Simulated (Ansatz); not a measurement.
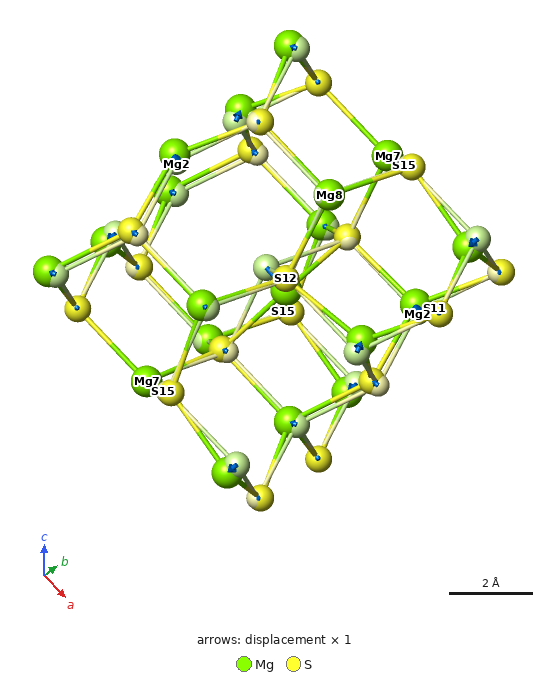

A relaxation of a defect cell of composition Mg8S7 (cell charge +2). The starting structure is drawn faded, the final one solid; blue arrows show the displacements, at their true length.

The picture is a ball-and-stick view of the atoms within 5.8 Å of the atom that moves most (axes of the conventional cell (2 times the calculation's cell) (origin shifted)), seen slightly off an axis. Lengths and directions refer to the drawn axes.

Case: S vacancy, atoms relaxed.

The calculation used DFT PBEsol, scalar-relativistic, plane waves, PAW in Ansatz. Settings: plane-wave cutoff 420 eV; k-point mesh 4 × 4 × 4; occupations gaussian; smearing width 0.05 eV; no spin polarisation; atoms relaxed in a fixed cell; force threshold 0.02 eV/Å; at most 50 steps.

> Atoms of which element are displaced furthest, and by how much?

Magnesium: up to 0.73 Å, against 0.18 Å for sulfur.

> What did the optimiser do to the structure, and how much energy did it gain?

The largest move is that of a Mg atom, 0.73 Å along +a. By element the largest moves are Mg 0.73 Å, S 0.18 Å. The lattice vectors keep their values. Among the contacts that change: Mg–S 2.445 → 2.349 Å, Mg–S 2.454 → 2.520 Å, Mg–S 2.454 → 2.388 Å, Mg–S 2.445 → 2.404 Å. Bond angles that change, for instance: Mg–S–Mg 108.0° → 86.7°, Mg–S–Mg 108.0° → 87.8°, Mg–S–Mg 110.9° → 94.2°. The energy falls by 1.414 eV per cell of the calculation in 6 geometry steps. The largest force component goes from 1.7 to 0.019 eV/Å. Cost: 2.1 min on 4 threads of Arm Neoverse V1, on a shared host, peak memory 1.1 GiB.

Limits of the set-up: the periodic images lie only 7.6 Å apart, so the values are limited by the cell's size; the cell is charged, on a uniform background, and energies carry no finite-size correction.
